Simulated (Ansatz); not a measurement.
```
Mn O
1.0
     3.37170    0.00000    0.00000
    -1.68585    2.91998    0.00000
     0.00000    0.00000    5.38550
Mn O
2 2
Cartesian
  1.6859 0.9733 2.7518
  0.0000 1.9467 0.0590
  1.6859 0.9733 4.7148
  0.0000 1.9467 2.0221
```

Space group P6₃mc; not relaxed (largest force 0.6 eV/Å); the SCF solution may not be the lowest one; the program warned that another magnetic order may lie lower; spin-polarised.

Computed with Kohn-Sham DFT of a periodic cell, PBEsol, JTH PAW (Ansatz).

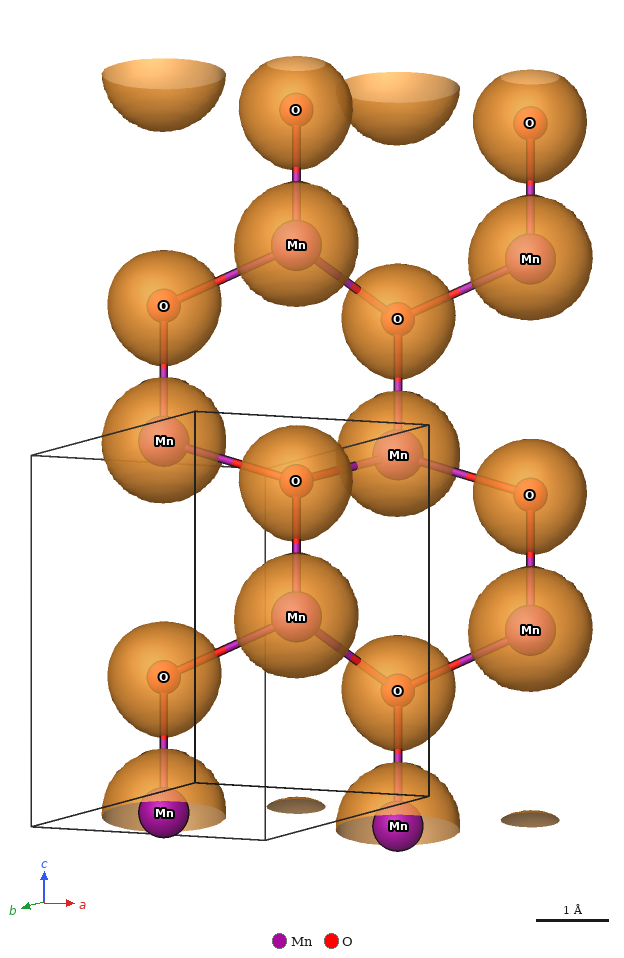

MnO. Isosurface of the valence electron density at 0.8 e/Å³ (orange), seen at an oblique angle. Sticks mark near contacts.

The density is the valence pseudo-density of a PAW calculation; it isn't the true density close to the nuclei.

Which contacts does the surface bridge?

At this value the density breaks into separate islands; it holds about 80 % of the electrons treated as valence (semicore included). It bridges none of the near contacts. It is pinched off along the sampled Mn–O (1.96 Å) and Mn–O (2.08 Å) contacts. On the grid the lowest density along these lines, outside the cores, is 0.64 e/Å³ (Mn–O, 1.96 Å) and 0.49 e/Å³ (Mn–O, 2.08 Å).
